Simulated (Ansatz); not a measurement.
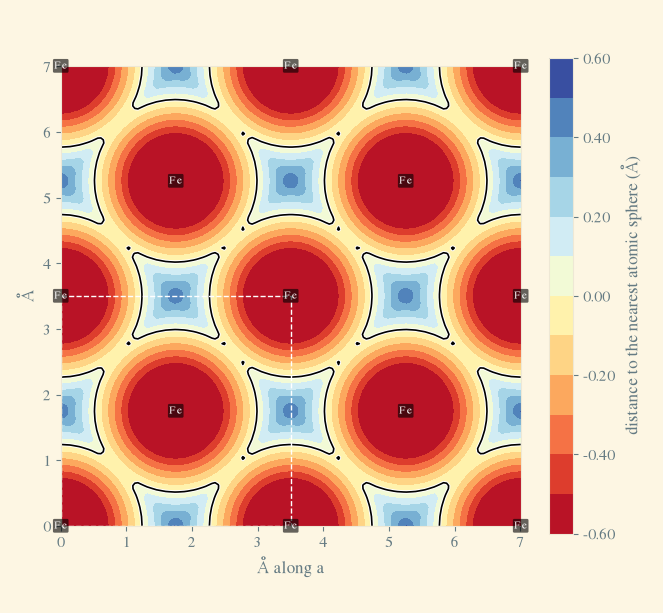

Map of the distance to the nearest atomic sphere in Fe in space group Fm-3m, computed on the section y = 0.000 (parallel to a and c; the dashed line is one cell). The black line marks the spheres' surfaces; positive values are empty space; unlabelled circles belong to atoms above or below the section.

Hard-sphere model; touching radii (half the shortest distance): Fe 1.24 Å.

The cell is taken from the input geometry of an electronic-structure calculation (not necessarily at equilibrium).

```
Fe
1.0
     3.50400    0.00000    0.00000
     0.00000    3.50400    0.00000
     0.00000    0.00000    3.50400
Fe
4
Direct
  0.00000 0.00000 0.00000
  0.00000 0.50000 0.50000
  0.50000 0.00000 0.50000
  0.50000 0.50000 0.00000
```

> Where is the largest hole in this section, and how large is it?

At 0.000, 0.000, 0.500 (fractional), where the distance reaches 0.51 Å; it is enclosed by 6 Fe in an octahedral arrangement. It is the largest hole of the crystal.

> How much of the crystal lies outside the spheres?

About 26 % of the cell's volume, and 21 % of this section's area.

> What can pass through?

The largest sphere that fits anywhere has a diameter of 1.03 Å; the largest that can travel through the crystal, about 0.4 Å.
